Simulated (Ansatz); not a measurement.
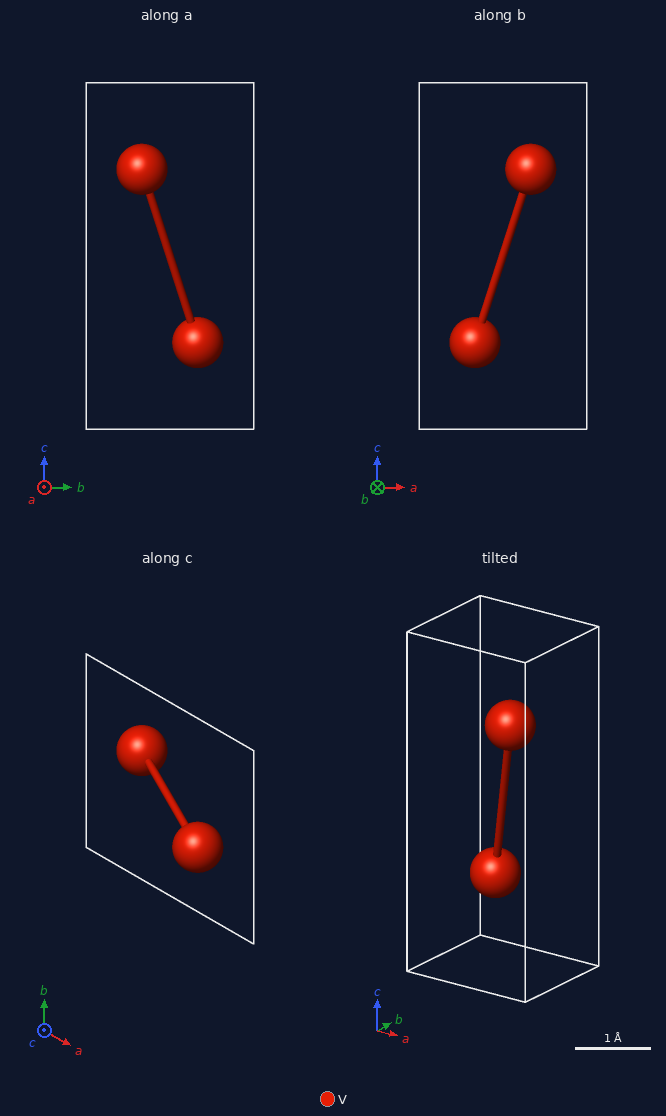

We look at a ball-and-stick model of the crystal along the a axis, along the b axis, along the c axis and slightly off an axis. The parallelepiped is the conventional unit cell.

Lattice parameters: a = 2.6011 Å, b = 2.6011 Å, c = 4.6633 Å, α = 90.000°, β = 90.000°, γ = 120.000°.

**Put the structure into a CIF with its space group and independent sites.**

```cif
data_structure
_symmetry_space_group_name_H-M 'P 63/m m c'
_symmetry_Int_Tables_number 194
_cell_length_a 2.6011
_cell_length_b 2.6011
_cell_length_c 4.6633
_cell_angle_alpha 90.000
_cell_angle_beta 90.000
_cell_angle_gamma 120.000
_cell_volume 27.32
loop_
_atom_site_label
_atom_site_type_symbol
_atom_site_symmetry_multiplicity
_atom_site_Wyckoff_symbol
_atom_site_fract_x
_atom_site_fract_y
_atom_site_fract_z
_atom_site_occupancy
V1 V 2 c 0.3333 0.6667 0.2500 1
```

The model was built from a structure type filled with this element by a generator (whether the element takes this form wasn't checked). Earlier steps of the study may have refined or changed the cell and positions. It went into a calculation with Ansatz.
